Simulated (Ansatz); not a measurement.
MoS2: molecular dynamics (part 1 of 2)

The run: molecular dynamics of MoS2 (R3m, 3 atoms in the cell). Method and program: DFT, r2SCAN, plane waves, PAW, no spin polarisation (Ansatz 0.2.0).

The structure was built on a prototype by a generator. The geometry comes from this level: r2scan-rvv10. It belongs to a series of runs on one base structure; here: npt_langevin at 300 K.

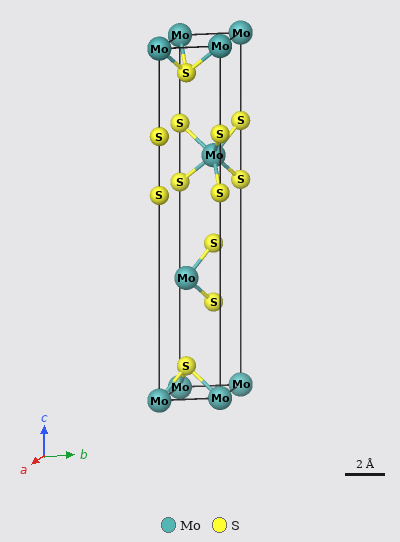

Figure 1. The input geometry (ball-and-stick view of the cell 3 times as large as that of the calculation, set on its symmetry axes, seen slightly off an axis). An atom can appear more than once, as a periodic image. Near neighbours in the periodic cell (some may lie outside the picture): Mo has 6 S at 2.40 Å; S has 3 Mo at 2.40 Å.

Results in brief

```tsv
quantity	value
outcome	finished
mean temperature over the second half	104 K
trajectory	20 steps, 20 fs
ensemble	npt_langevin
temperature in the input	300 K
time step	1.0 fs
space group of the start (tolerance 0.01 Å)	R3m (160)
electrons treated	26
potential energy (free energy of the electrons) (last step)	−6782.0731 eV
Fermi energy (last step)	10.640 eV
pressure (without the kinetic term) (last step)	−1.22 GPa
largest force (length of the vector) (last step)	1.596 eV/Å
hardware	4 threads of Arm Neoverse V2, 112 GiB of memory available, shared host
wall time	1.9 min (CPU time 7.3 min)
peak memory	0.71 GiB
```

So short a trajectory is not equilibrated. The logged temperature at the start can lie below the typed one, since it is counted over all degrees of freedom.

Input
```yaml
crystal:
  lattice:
    - [1.5875907325, 0.9165959368, 6.1939396414]
    - [-1.5875907325, 0.9165959368, 6.1939396414]
    - [0.0, -1.8331918736, 6.1939396414]
  atoms:
    - { symbol: Mo, position: [-1.46007e-05, -1.46007e-05, -1.46007e-05] }
    - { symbol: S, position: [0.4170015116, 0.4170015116, 0.4170015116] }
    - { symbol: S, position: [0.2496797557, 0.2496797557, 0.2496797557] }
kpoints:
  mp_grid: { grid: [6, 6, 6] }
hamiltonian:
  xc: r2scan
scf:
  occupations: { method: fermi_dirac, width: 0.026 }
md:
  ensemble: npt_langevin
  temperature: 300
  timestep: 1.0
  n_steps: 20
  initial_velocities: maxwell_boltzmann
  seed: 8038
```

Command:
```bash
ansatz run input.yaml --threads 4 --pin off --max-ram 3686MiB --backend cpu --events-out ev --progress --plain --runs-dir out
```

What the program printed
```
Warning: md: disabling space-group detection — thermal motion breaks the input geometry's symmetry, so no spatial operation reduces the k-mesh or symmetrises the density; time reversal is kept, so that k and −k are solved as one point where they differ and the mesh holds both, and exact exchange and, on two spinor components, a DFT+U term hold to it where the run has them: on two components no moment then forms, and a state that bears one, which a typed moment (crystal.atoms[].spin; refused beside efield: under a hybrid functional) reaches, can lie lower, under hf by electronvolts; crystal.symmetry.detect: false (a key that needs symmetry detection or time reversal refuses this as the deck is read) with time_reversal: false beside it drops time reversal too
basis.fft_grid_basis auto: the FFT boxes are laid along the combinations [[1, 0, -1], [0, 1, -1], [0, 0, 1]] of the cell's own vectors, 3.175, 3.175 and 6.460 Å long. The dense box has 24×24×50 points. Along the cell's own vectors, as sized, it would have 50×50×50, 4.34 times as many. basis.fft_grid_basis: typed keeps the cell's own vectors: state it where this run's energies or levels are differenced outside the engine with another run's, or held beside a run that keeps those vectors.
Engine: ansatz 0.2.0, aarch64-unknown-linux-gnu
Pseudopotentials: kind: paw
Pseudopotential: Mo, paw, valence charge 14, recommended cutoff 500 eV (meta_gga), Mo.paw.azcp
Pseudopotential: S, paw, valence charge 6, recommended cutoff 500 eV (meta_gga), S.paw.azcp
Functional definition: r2SCAN
  parameter k0 = 0.174
  parameter k1 = 0.065
  parameter a1 = 4.9479
  exchange = r2scan_x(k0 = k0, k1 = k1, a1 = a1)
  correlation = r2scan_c
Crystal: 3 atoms, lattice volume = 54.080 Å³
Basis set: ecut = 500 eV (smoothed over ±3.0 %; plane waves to 520.2 eV, density to 2080.8 eV), 1445 PW (Γ), FFT grids on a1−a3, a2−a3, a3, exchange–correlation on 96×96×200 points (64 copies of the dense FFT grid, shifted against one another)
Bands: 17, of which v1, the nominal top of the filled ones, is band 13 counted from 1 (12 counted from 0)
Symmetry: 1 space group operations
k-points: 112 of 216 (time reversal used)
Non-local potential: Mo, projectors of the file, l = 0: 3, l = 1: 2, l = 2: 2, l = 3: 1
Non-local potential: S, projectors of the file, l = 0: 2, l = 1: 2, l = 2: 2
PAW form: soft (Blöchl's): semilocal exchange-correlation on the pseudo side does not see the compensation charge
PAW frozen core: Mo, regenerated for the run's functional (the file was generated under x = pbe(κ = 0.804, μ = 0.2195149727645171), c = pbe(β = 0.06672455060314922))
PAW frozen core: S, regenerated for the run's functional (the file was generated under x = pbe(κ = 0.804, μ = 0.2195149727645171), c = pbe(β = 0.06672455060314922))
PAW one-centre angular grid: Mo, 590 points (default); XC on 160 Gauss nodes
PAW one-centre angular grid: S, 302 points (default); XC on 160 Gauss nodes
Initial density: superposition of atomic densities (neutral atoms: chi_scale 0, normalization atom), corrected by the library's trained network
Initial wavefunctions: pseudopotential atomic-orbital guess
Functional: x = r2scan, c = r2scan; τ floored in thin density (d = 2e-4 eV/Å³)
SCF iter   1: F=—  HF=-6782.103684 eV  |F-HF|=—  |Δ(HF+E_count)|=         —  Δρ=1.03e-2  dr2=7.60e-2  dr2_τ=5.09e-2  ethr=1.77e-3  ⟨swp⟩=6.1  Hψ=10662  notcnv=0
preconditioner: auto → none  [insulator: Δε(μ)=1.037 eV  Ē_g=8.636 eV  σ=0.026 eV  W_gap=1.00  n_scr=16 (ndim 8)  ℏωp=21.4 eV  f_vac=0.018  D(μ)=0.00/eV (n_scr^D=0)  ε∞_Penn≈7.2]
SCF iter   2: F=—  HF=-6782.185693 eV  |F-HF|=—  |Δ(HF+E_count)|=   8.20e-2  Δρ=1.35e-2  dr2=2.88e-1  dr2_τ=1.83e-2  ethr=2.92e-4  ⟨swp⟩=3.9  Hψ=4898  notcnv=0  recentre
SCF iter   3: F=—  HF=-6782.144107 eV  |F-HF|=—  |Δ(HF+E_count)|=   4.16e-2  Δρ=5.83e-3  dr2=1.15e-2  dr2_τ=4.48e-4  ethr=2.92e-4  ⟨swp⟩=3.0  Hψ=3350  notcnv=0
SCF iter   4: F=—  HF=-6782.147313 eV  |F-HF|=—  |Δ(HF+E_count)|=   3.21e-3  Δρ=1.27e-3  dr2=3.17e-4  dr2_τ=5.75e-5  ethr=4.42e-5  ⟨swp⟩=2.6  Hψ=3837  notcnv=0
SCF iter   5: F=—  HF=-6782.147637 eV  |F-HF|=—  |Δ(HF+E_count)|=   3.25e-4  Δρ=2.35e-4  dr2=3.72e-5  dr2_τ=4.01e-6  ethr=1.22e-6  ⟨swp⟩=2.7  Hψ=3280  notcnv=0
SCF iter   6: F=—  HF=-6782.147645 eV  |F-HF|=—  |Δ(HF+E_count)|=   7.66e-6  Δρ=1.41e-4  dr2=1.80e-5  dr2_τ=1.03e-6  ethr=1.43e-7  ⟨swp⟩=2.0  Hψ=2766  notcnv=0
SCF iter   7: F=—  HF=-6782.147644 eV  |F-HF|=—  |Δ(HF+E_count)|=   8.75e-7  Δρ=7.95e-5  dr2=2.73e-6  dr2_τ=1.21e-7  ethr=6.91e-8  ⟨swp⟩=1.2  Hψ=1939  notcnv=0
SCF iter   8: F=—  HF=-6782.147647 eV  |F-HF|=—  |Δ(HF+E_count)|=   2.68e-6  Δρ=2.31e-5  dr2=1.49e-7  dr2_τ=1.30e-8  ethr=1.05e-8  ⟨swp⟩=2.1  Hψ=2748  notcnv=0
SCF iter   9: F=—  HF=-6782.147647 eV  |F-HF|=—  |Δ(HF+E_count)|=   1.97e-7  Δρ=4.49e-6  dr2=7.14e-9  dr2_τ=8.74e-10  ethr=5.71e-10  ⟨swp⟩=2.0  Hψ=3002  notcnv=0
SCF iter  10: F=-6782.147647 eV  HF=-6782.147647 eV  |F-HF|=1.85e-10  |Δ(HF+E_count)|=   9.15e-9  Δρ=9.83e-7  dr2=8.18e-10  dr2_τ=3.63e-11  ethr=1.15e-11  ⟨swp⟩=5.0  Hψ=7395  notcnv=0
SCF 1 converged in 10 iterations: F = -6782.147647 eV  dr2 = 8.18e-10
  greatest PAW one-centre occupation: 0.996 electrons in one spin orbital (limit 2), on the Mo atom at site 0 (counted from 0), in its partial waves of l = 0
md step     0: t =     0.00 fs  T =   200.0 K  F+E_penalty+E_count = -6782.14764679 eV  E_kin = 0.077556 eV  conserved = -6782.17325216 eV  P_inst = 1.3048 GPa  V = 54.0798 Å³  selection 1  (10 SCF iters)
Crystal: 3 atoms, lattice volume = 54.077 Å³
Initial density: handed on by an earlier stage of this run
Initial wavefunctions: those handed on with the density
iter 1 solved again at ethr=1.49e-7 eV; its pass at ethr=3.10e-3 eV (dr2=3.88e-5 eV) is discarded
SCF iter   1: F=—  HF=-6782.147093 eV  |F-HF|=—  |Δ(HF+E_count)|=         —  Δρ=3.29e-4  dr2=4.61e-5  dr2_τ=4.22e-4  ethr=1.49e-7  ⟨swp⟩=3.0  Hψ=12562  notcnv=0
preconditioner: auto → none  [insulator: Δε(μ)=1.026 eV  Ē_g=8.571 eV  σ=0.026 eV  W_gap=1.00  n_scr=16 (ndim 8)  ℏωp=21.4 eV  f_vac=0.017  D(μ)=0.00/eV (n_scr^D=0)  ε∞_Penn≈7.2]
SCF iter   2: F=—  HF=-6782.147288 eV  |F-HF|=—  |Δ(HF+E_count)|=   1.95e-4  Δρ=1.76e-4  dr2=2.36e-5  dr2_τ=1.27e-6  ethr=1.49e-7  ⟨swp⟩=2.0  Hψ=3360  notcnv=0
SCF iter   3: F=—  HF=-6782.147289 eV  |F-HF|=—  |Δ(HF+E_count)|=   2.17e-7  Δρ=1.25e-4  dr2=1.70e-5  dr2_τ=8.26e-7  ethr=9.07e-8  ⟨swp⟩=2.0  Hψ=2711  notcnv=0
SCF iter   4: F=—  HF=-6782.147289 eV  |F-HF|=—  |Δ(HF+E_count)|=   6.33e-7  Δρ=5.65e-5  dr2=3.17e-6  dr2_τ=2.41e-7  ethr=6.55e-8  ⟨swp⟩=2.1  Hψ=2514  notcnv=0
SCF iter   5: F=—  HF=-6782.147290 eV  |F-HF|=—  |Δ(HF+E_count)|=   3.80e-7  Δρ=3.00e-5  dr2=3.30e-7  dr2_τ=4.78e-8  ethr=1.22e-8  ⟨swp⟩=2.1  Hψ=2509  notcnv=0
SCF iter   6: F=—  HF=-6782.147289 eV  |F-HF|=—  |Δ(HF+E_count)|=   2.24e-7  Δρ=1.04e-5  dr2=2.01e-8  dr2_τ=1.83e-9  ethr=1.27e-9  ⟨swp⟩=2.7  Hψ=2732  notcnv=0
SCF iter   7: F=-6782.147289 eV  HF=-6782.147289 eV  |F-HF|=1.13e-9  |Δ(HF+E_count)|=   1.56e-8  Δρ=2.97e-6  dr2=2.04e-9  dr2_τ=2.23e-10  ethr=1.15e-11  ⟨swp⟩=3.0  Hψ=8293  notcnv=0
SCF 2 converged in 7 iterations: F = -6782.147289 eV  dr2 = 2.04e-9
md step     1: t =     1.00 fs  T =   183.9 K  F+E_penalty+E_count = -6782.14728945 eV  E_kin = 0.071327 eV  conserved = -6782.17324734 eV  P_inst = 1.3758 GPa  V = 54.0767 Å³  selection 1  (7 SCF iters)
[... from here on the SCF iterations and repeated set-up lines of each step are left out, up to the last step ...]
SCF 3 converged in 7 iterations: F = -6782.146290 eV  dr2 = 1.26e-9
md step     2: t =     2.00 fs  T =   229.4 K  F+E_penalty+E_count = -6782.14629005 eV  E_kin = 0.088965 eV  conserved = -6782.17325723 eV  P_inst = 1.4760 GPa  V = 54.0942 Å³  selection 1  (7 SCF iters)
SCF 4 converged in 7 iterations: F = -6782.144689 eV  dr2 = 2.02e-9
md step     3: t =     3.00 fs  T =   202.2 K  F+E_penalty+E_count = -6782.14468859 eV  E_kin = 0.078421 eV  conserved = -6782.17324825 eV  P_inst = 1.4776 GPa  V = 54.1395 Å³  selection 1  (7 SCF iters)
SCF 5 converged in 7 iterations: F = -6782.142061 eV  dr2 = 2.22e-9
md step     4: t =     4.00 fs  T =   236.0 K  F+E_penalty+E_count = -6782.14206112 eV  E_kin = 0.091502 eV  conserved = -6782.17327157 eV  P_inst = 1.5682 GPa  V = 54.1730 Å³  selection 1  (7 SCF iters)
SCF 6 converged in 6 iterations: F = -6782.138573 eV  dr2 = 7.64e-11
md step     5: t =     5.00 fs  T =   184.7 K  F+E_penalty+E_count = -6782.13857316 eV  E_kin = 0.071629 eV  conserved = -6782.17324042 eV  P_inst = 1.5932 GPa  V = 54.2019 Å³  selection 1  (6 SCF iters)
SCF 7 converged in 5 iterations: F = -6782.134853 eV  dr2 = 2.71e-9
md step     6: t =     6.00 fs  T =   183.1 K  F+E_penalty+E_count = -6782.13485318 eV  E_kin = 0.070997 eV  conserved = -6782.17324014 eV  P_inst = 1.5933 GPa  V = 54.2569 Å³  selection 1  (5 SCF iters)
SCF 8 converged in 5 iterations: F = -6782.131052 eV  dr2 = 2.45e-9
md step     7: t =     7.00 fs  T =   151.2 K  F+E_penalty+E_count = -6782.13105241 eV  E_kin = 0.058643 eV  conserved = -6782.17322099 eV  P_inst = 1.5140 GPa  V = 54.3393 Å³  selection 1  (5 SCF iters)
SCF 9 converged in 6 iterations: F = -6782.127159 eV  dr2 = 4.94e-10
md step     8: t =     8.00 fs  T =   154.2 K  F+E_penalty+E_count = -6782.12715949 eV  E_kin = 0.059800 eV  conserved = -6782.17321508 eV  P_inst = 1.4284 GPa  V = 54.4316 Å³  selection 1  (6 SCF iters)
SCF 10 converged in 6 iterations: F = -6782.122781 eV  dr2 = 6.71e-10
md step     9: t =     9.00 fs  T =   161.1 K  F+E_penalty+E_count = -6782.12278062 eV  E_kin = 0.062481 eV  conserved = -6782.17321726 eV  P_inst = 1.3295 GPa  V = 54.5246 Å³  selection 1  (6 SCF iters)
SCF 11 converged in 7 iterations: F = -6782.117955 eV  dr2 = 5.93e-10
md step    10: t =    10.00 fs  T =   160.8 K  F+E_penalty+E_count = -6782.11795490 eV  E_kin = 0.062341 eV  conserved = -6782.17322243 eV  P_inst = 1.1810 GPa  V = 54.6302 Å³  selection 1  (7 SCF iters)
SCF 12 converged in 5 iterations: F = -6782.112879 eV  dr2 = 2.20e-9
md step    11: t =    11.00 fs  T =   144.0 K  F+E_penalty+E_count = -6782.11287928 eV  E_kin = 0.055848 eV  conserved = -6782.17321608 eV  P_inst = 0.9705 GPa  V = 54.7432 Å³  selection 1  (5 SCF iters)
SCF 13 converged in 6 iterations: F = -6782.107546 eV  dr2 = 3.54e-10
md step    12: t =    12.00 fs  T =   137.7 K  F+E_penalty+E_count = -6782.10754567 eV  E_kin = 0.053416 eV  conserved = -6782.17321123 eV  P_inst = 0.7542 GPa  V = 54.8508 Å³  selection 1  (6 SCF iters)
SCF 14 converged in 5 iterations: F = -6782.102091 eV  dr2 = 1.08e-9
md step    13: t =    13.00 fs  T =   118.1 K  F+E_penalty+E_count = -6782.10209089 eV  E_kin = 0.045798 eV  conserved = -6782.17319936 eV  P_inst = 0.5513 GPa  V = 54.9535 Å³  selection 1  (5 SCF iters)
SCF 15 converged in 6 iterations: F = -6782.097000 eV  dr2 = 4.03e-10
md step    14: t =    14.00 fs  T =   105.8 K  F+E_penalty+E_count = -6782.09699973 eV  E_kin = 0.041030 eV  conserved = -6782.17319674 eV  P_inst = 0.3436 GPa  V = 55.0581 Å³  selection 1  (6 SCF iters)
SCF 16 converged in 6 iterations: F = -6782.092249 eV  dr2 = 2.00e-10
md step    15: t =    15.00 fs  T =    99.0 K  F+E_penalty+E_count = -6782.09224932 eV  E_kin = 0.038382 eV  conserved = -6782.17318551 eV  P_inst = 0.1487 GPa  V = 55.1555 Å³  selection 1  (6 SCF iters)
SCF 17 converged in 6 iterations: F = -6782.088033 eV  dr2 = 2.47e-10
md step    16: t =    16.00 fs  T =    85.1 K  F+E_penalty+E_count = -6782.08803281 eV  E_kin = 0.033010 eV  conserved = -6782.17318637 eV  P_inst = -0.0517 GPa  V = 55.2435 Å³  selection 1  (6 SCF iters)
SCF 18 converged in 7 iterations: F = -6782.084599 eV  dr2 = 1.30e-10
md step    17: t =    17.00 fs  T =    66.4 K  F+E_penalty+E_count = -6782.08459946 eV  E_kin = 0.025733 eV  conserved = -6782.17318928 eV  P_inst = -0.3179 GPa  V = 55.3469 Å³  selection 1  (7 SCF iters)
SCF 19 converged in 6 iterations: F = -6782.081458 eV  dr2 = 6.53e-10
md step    18: t =    18.00 fs  T =    61.1 K  F+E_penalty+E_count = -6782.08145775 eV  E_kin = 0.023677 eV  conserved = -6782.17318925 eV  P_inst = -0.5999 GPa  V = 55.4694 Å³  selection 1  (6 SCF iters)
SCF 20 converged in 5 iterations: F = -6782.077565 eV  dr2 = 2.28e-9
md step    19: t =    19.00 fs  T =    85.1 K  F+E_penalty+E_count = -6782.07756475 eV  E_kin = 0.032986 eV  conserved = -6782.17320307 eV  P_inst = -0.8748 GPa  V = 55.6066 Å³  selection 1  (5 SCF iters)
Crystal: 3 atoms, lattice volume = 55.746 Å³
iter 1 solved again at ethr=3.23e-7 eV; its pass at ethr=3.10e-3 eV (dr2=8.39e-5 eV) is discarded
```
